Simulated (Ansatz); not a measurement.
**Single-point calculation of TiSi2**

System: TiSi2 (6 atoms in the cell).
Method: DFT, r2SCAN, plane waves, PAW, no spin polarisation (Ansatz 0.2.0).

The structure derives from an entry of the Crystallography Open Database. Some settings of this run were made unusual or wrong on purpose. Figures and captions count atoms from 1; the log counts them from 0 in places.

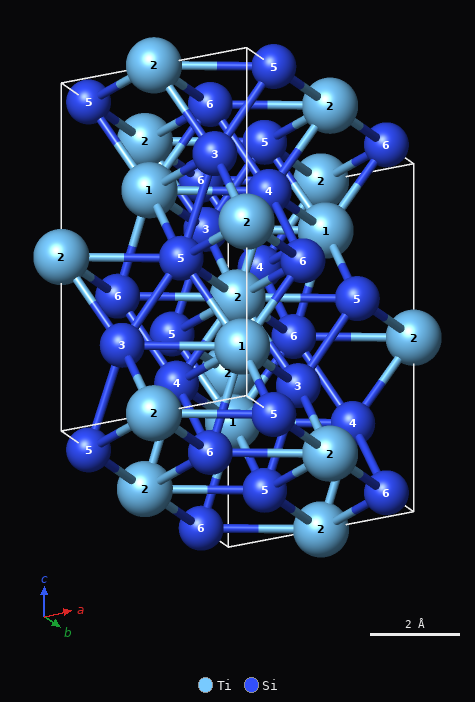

Figure 1. The structure as given in the input (ball-and-stick view of the cell 4 times as large as that of the calculation, set on its symmetry axes, seen at an oblique angle; atoms are numbered from 1 in the order of the input).

The input:
```yaml
crystal:
  lattice:
    - [0.0, 4.0660142869, 4.2256600442]
    - [2.3651541768, 0.0, 4.2256600442]
    - [2.3651541768, 4.0660142869, 0.0]
  atoms:
    - { symbol: Ti, position: [0.75, 0.75, 0.75] }
    - { symbol: Ti, position: [0.5, 0.5, 0.5] }
    - { symbol: Si, position: [0.0871068452, 0.4128931548, 0.0871068452] }
    - { symbol: Si, position: [0.4128931548, 0.0871068452, 0.4128931548] }
    - { symbol: Si, position: [0.1628931548, 0.8371068452, 0.1628931548] }
    - { symbol: Si, position: [0.8371068452, 0.1628931548, 0.8371068452] }
basis:
  ecutwfc: 30
kpoints:
  mp_grid: { grid: [10, 10, 10] }
hamiltonian:
  xc: r2scan
scf:
  occupations: { method: gaussian, width: 0.1 }
  max_iter: 80
output:
  forces: true
  eigenvalues: true
  stress: true
```

Hardware: 2 threads of Arm Neoverse V1, 24 GiB of memory available, shared host.

Launch command:
```bash
ansatz run input.yaml --threads 2 --pin off --max-ram 5120MiB --backend cpu --events-out ev --progress --plain --runs-dir out
```

Output:
```
Warning: basis.ecutwfc = 30 eV is below the records' recommended 500 eV, and the density's cutoff is lower with it unless basis.ecutrho_ratio is high enough to keep the records' density cutoff: compare with a run at a higher cutoff
Engine: ansatz 0.2.0, aarch64-unknown-linux-gnu
Pseudopotentials: kind: paw
Pseudopotential: Ti, paw, valence charge 12, recommended cutoff 500 eV (meta_gga), Ti.paw.azcp
Pseudopotential: Si, paw, valence charge 4, recommended cutoff 500 eV (meta_gga), Si.paw.azcp
Functional definition: r2SCAN
  parameter k0 = 0.174
  parameter k1 = 0.065
  parameter a1 = 4.9479
  exchange = r2scan_x(k0 = k0, k1 = k1, a1 = a1)
  correlation = r2scan_c
Crystal: 6 atoms, lattice volume = 81.274 Å³
Basis set: ecut = 30 eV, 35 PW (Γ), exchange–correlation on 48×36×36 points (64 copies of the dense FFT grid, shifted against one another)
Bands: 26, of which v1, the nominal top of the filled ones, is band 20 counted from 1 (19 counted from 0)
Symmetry: 8 space group operations
Space group: Fddd (ITA 70), of the structure as read, at distance tolerance 4.3e-5 Å
k-points: 171 of 1000
Non-local potential: Ti, projectors of the file, l = 0: 3, l = 1: 2, l = 2: 3, l = 3: 1
Non-local potential: Si, projectors of the file, l = 0: 2, l = 1: 2, l = 2: 2
PAW form: soft (Blöchl's): semilocal exchange-correlation on the pseudo side does not see the compensation charge
PAW frozen core: Ti, regenerated for the run's functional (the file was generated under x = pbe(κ = 0.804, μ = 0.2195149727645171), c = pbe(β = 0.06672455060314922))
PAW frozen core: Si, regenerated for the run's functional (the file was generated under x = pbe(κ = 0.804, μ = 0.2195149727645171), c = pbe(β = 0.06672455060314922))
PAW one-centre angular grid: Ti, 590 points (default); XC on 160 Gauss nodes
PAW one-centre angular grid: Si, 302 points (default); XC on 160 Gauss nodes
Initial density: superposition of atomic densities (neutral atoms: chi_scale 0, normalization atom), corrected by the library's trained network
Initial wavefunctions: pseudopotential atomic-orbital guess
Functional: x = r2scan, c = r2scan; τ floored in thin density (d = 2e-4 eV/Å³)
SCF iter   1: F=—  HF=-7116.171831 eV  |F-HF|=—  |Δ(HF+E_count)|=         —  Δρ=8.01e-1  dr2=6.17e2  dr2_τ=2.62e1  ethr=1.77e-3  ⟨swp⟩=1.0  Hψ=5175  notcnv=0
preconditioner: auto → LDOS  [metal: Δε(μ)=0.012 eV  Ē_g=11.921 eV  σ=0.100 eV  W_gap=0.07  n_scr=16 (ndim 8)  ℏωp=24.7 eV  f_vac=0.072  D(μ)=1.81/eV (n_scr^D=12)  β→1.0]
SCF iter   2: F=—  HF=-6611.749729 eV  |F-HF|=—  |Δ(HF+E_count)|=    5.04e2  Δρ=1.07e-1  dr2=2.25e1  dr2_τ=2.57e-2  ethr=1.77e-3  ⟨swp⟩=1.0  Hψ=5189  notcnv=0  defer=1
preconditioner: auto → Kerker (q_TF=auto, 2.424 Å⁻¹)  [metal: Δε(μ)=0.018 eV  Ē_g=8.996 eV  σ=0.100 eV  W_gap=0.10  n_scr=16 (ndim 8)  ℏωp=20.3 eV  f_vac=0.000  D(μ)=1.52/eV (n_scr^D=12)  β→0.5]
SCF iter   3: F=—  HF=-6598.606947 eV  |F-HF|=—  |Δ(HF+E_count)|=    1.31e1  Δρ=5.31e-2  dr2=4.21e0  dr2_τ=1.26e-3  ethr=1.77e-3  ⟨swp⟩=1.0  Hψ=5202  notcnv=0
SCF iter   4: F=—  HF=-6596.175499 eV  |F-HF|=—  |Δ(HF+E_count)|=    2.43e0  Δρ=5.37e-3  dr2=2.74e-2  dr2_τ=1.30e-4  ethr=1.77e-3  ⟨swp⟩=1.9  Hψ=6867  notcnv=0
SCF iter   5: F=—  HF=-6596.167992 eV  |F-HF|=—  |Δ(HF+E_count)|=   7.51e-3  Δρ=1.13e-3  dr2=1.75e-3  dr2_τ=2.35e-6  ethr=6.84e-5  ⟨swp⟩=1.0  Hψ=5073  notcnv=0
SCF iter   6: F=—  HF=-6596.167129 eV  |F-HF|=—  |Δ(HF+E_count)|=   8.63e-4  Δρ=1.92e-4  dr2=3.38e-5  dr2_τ=1.10e-7  ethr=4.37e-6  ⟨swp⟩=2.0  Hψ=5285  notcnv=0
SCF iter   7: F=—  HF=-6596.167111 eV  |F-HF|=—  |Δ(HF+E_count)|=   1.82e-5  Δρ=3.47e-5  dr2=9.69e-7  dr2_τ=4.32e-10  ethr=8.44e-8  ⟨swp⟩=1.4  Hψ=4483  notcnv=0
SCF iter   8: F=-6596.167110 eV  HF=-6596.167110 eV  |F-HF|=3.35e-9  |Δ(HF+E_count)|=   4.49e-7  Δρ=3.35e-6  dr2=7.49e-9  dr2_τ=2.05e-11  ethr=2.50e-10  ⟨swp⟩=3.0  Hψ=10965  notcnv=0
SCF 1 converged in 8 iterations: F = -6596.167110 eV  dr2 = 7.49e-9
  greatest PAW one-centre occupation: 0.915 electrons in one spin orbital (limit 2), on the Ti atom at site 1 (counted from 0), in its partial waves of l = 0
SCF converged after 8 iterations
Free energy (F): -6596.167110 eV
Harris-Foulkes:  -6596.167110 eV  (|F-HF|=3.35e-9)
Internal energy: -6596.155257 eV  (E = F + TS)
E sigma→0 (E₀):  -6596.161183 eV
Entropy (-TS):   -0.011854 eV (-1.976 meV/atom)
Fermi energy:    22.306014 eV
--- Per-component energies (eV) ---
  E_band       = -41.423094
  E_kinetic    = 571.830001
  E_local      = -220.534076  (includes V_loc(G=0)·N_el)
  E_nonlocal   = 103.955261
  E_hartree    = 48.791566
  E_xc         = -446.430075
  E_vxc        = -543.757214  (∫ρ·V_xc dr)
  E_paw        = -3952.353937  (= ΣΔE_a)
  E_vpaw       = -80.813169  (= ΣTr[D̂ρ^β])
  E_aug_tail   = 0.211498  (compensation charges beyond the density's cutoff)
  E_vtau       = 30.101338  (kinetic-family band-sum trace: ∫τ·v_τ [+ j·A + Jᵃ·Aᵃ] dr)
  E_ewald      = -2700.812847
  E_core_change = -0.812646  (= ΣΔE_core)
  E_smearing   = -0.011854  (= −TS)
  E_closure    = 0.000000  (closes the sum)
  Σ components = -6596.167110   (vs F -6596.167110, Δ=0.00e0)
--- Forces (eV/Å), atoms counted from 1 ---
  atom   1  Ti    -0.00000000     0.00000000     0.00000000
  atom   2  Ti     0.00000000     0.00000000     0.00000000
  atom   3  Si    -0.00000000     3.60530827     0.00000000
  atom   4  Si     0.00000000    -3.60530827    -0.00000000
  atom   5  Si    -0.00000000    -3.60530827     0.00000000
  atom   6  Si     0.00000000     3.60530827     0.00000000
  max |Σ_I F_I| component: 8.88e-16 eV/Å
--- Stress (GPa, compression-positive) ---
     -952.155349       0.000000       0.000000
        0.000000   -1010.262757       0.000000
        0.000000       0.000000    -889.100736
  P = ⅓ Tr σ = -950.5063 GPa (-9505.063 kbar)
--- Band table (eV; the first three rows and the last of 171) ---
  k-point 0: bands = ["-93.2886", "-89.6393", "-12.9008", "-10.9508", "-10.7372", "-10.5200", "-10.4326", "-3.1609", "6.6525", "11.2548", "14.2803", "14.7010", "14.7411", "14.8525", "15.3464", "15.4733", "16.6408", "22.0995", "22.1006", "22.2352", "22.3959", "24.0773", "26.9758", "27.5384", "27.9084", "28.5997"]
  k-point 1: bands = ["-89.6631", "-85.5784", "-11.9470", "-9.4973", "-9.2980", "-5.6316", "-5.2715", "-0.6077", "7.4174", "11.5985", "14.0785", "14.5641", "15.1907", "15.7316", "16.1068", "16.4481", "17.4850", "21.3662", "21.8932", "23.7030", "24.1072", "26.4441", "26.7688", "27.9249", "28.3770", "29.8242"]
  k-point 2: bands = ["-89.4223", "-84.7209", "-10.4854", "-8.9492", "-7.8890", "-6.7045", "-3.5148", "-1.2361", "7.9880", "11.8769", "13.8539", "14.7641", "15.7815", "16.0355", "16.7240", "17.1671", "18.7991", "20.3559", "20.8199", "22.8526", "23.0823", "24.6298", "25.7013", "27.9613", "28.1587", "29.0668"]
  k-point 170: bands = ["-89.6825", "-89.6825", "-11.6388", "-11.6388", "-8.9560", "-8.9560", "-3.3353", "-3.3353", "11.2769", "11.2769", "12.5446", "12.5446", "15.6465", "15.6465", "15.9334", "15.9334", "18.2874", "18.2874", "21.6842", "21.6842", "25.0506", "25.0506", "26.8319", "26.8319", "28.6445", "28.6445"]
```

Outcome:

- outcome: converged
- space group (tolerance 0.01 Å): Fddd (70)
- electrons treated: 40
- free energy: −6596.1671 eV
- Fermi energy: 22.306 eV
- gap on the k-point mesh: none (metallic)
- pressure: −950.51 GPa
- largest force (length of the vector): 3.605 eV/Å
- wall time: 1.3 s (CPU time 2.5 s)
- peak memory: 0.28 GiB

Diagnosis:

This input holds a deliberate fault: a cutoff far too low (`basis.ecutwfc`). The plane-wave basis is far from complete, so energies, forces and above all the stress are wrong. The run converged all the same; its numbers are those of the faulty input and shouldn't be used. Warnings of the run: the cutoff is below the recommended one.
